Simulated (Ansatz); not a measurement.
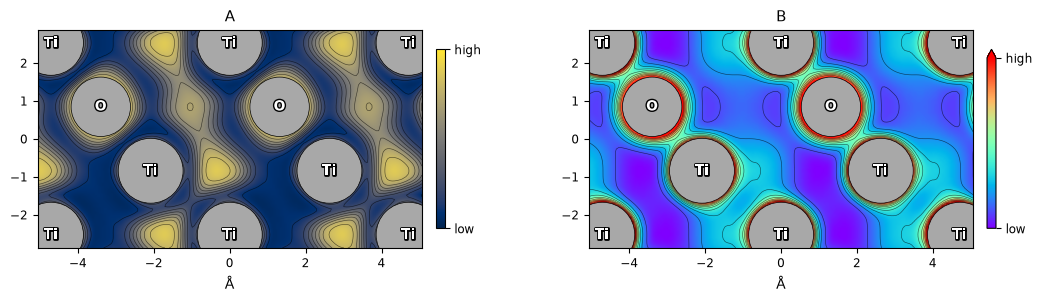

Ti2O: 2 fields on the (110) plane of the conventional cell, with unlabelled colour scales. Grey discs cover the atomic cores.

Space group P-3m1; not relaxed (largest force 1.0 eV/Å); computed pressure about 9 GPa in this cell.

Method: Kohn-Sham DFT of a periodic cell, r2SCAN, Ansatz PAW in Ansatz 0.2.0.

### Which field does each panel show? The fields are: electron localisation function and valence pseudo-density.

Panel A: electron localisation function. Panel B: valence pseudo-density. From the grid: Ti–O (2.14 Å): ρ at the midpoint is about 0.42 e/Å³; the ELF peaks at about 0.80 in the valence shell of O, 0.6 Å from its nucleus, and is about 0.10 at the midpoint (no shared electron pair shows on this line). Ti–Ti (2.68 Å): ρ at the midpoint is about 0.27 e/Å³; the ELF is about 0.20 at the midpoint: no localised pair shows between them.
